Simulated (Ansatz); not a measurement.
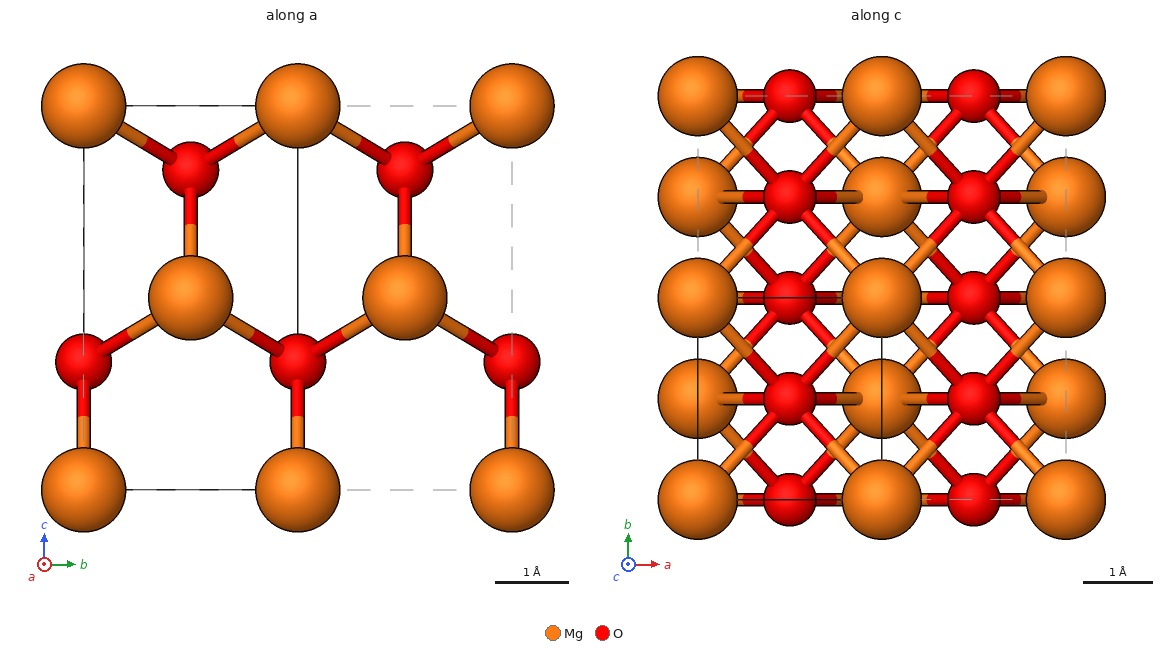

The image is a ball-and-stick drawing of a crystal, viewed along the a axis and along the c axis. The drawing covers 2×2×1 cells, and the solid lines enclose one conventional unit cell.

MgO, space group Amm2 (No. 38), a = 2.68 Å, b = 2.94 Å, c = 5.27 Å, α = 90.00°, β = 90.00°, γ = 90.00°.

Level of theory and settings: DFT PBE, scalar-relativistic, plane waves, PAW (Ansatz 0.2.0), a cutoff energy of 420 eV, k-points about 0.29 Å⁻¹ apart, Gaussian smearing of 0.05 eV, no spin polarisation.

Does it come out as a metal, or with a gap?

Answer. A semiconductor at this level, with a gap of 2.66 eV on the k-mesh (the true edges may lie between mesh points, so the gap can be somewhat smaller).

Give the pressure and its sign.

Answer. The computed pressure is -4.0 GPa (stretched: it would shrink). The stress isn't hydrostatic: its largest component is 10.4 GPa.

Provenance: a structure listed in the Materials Project. The cell was then strained or its atoms displaced on purpose. A calculation with Ansatz used it as input.
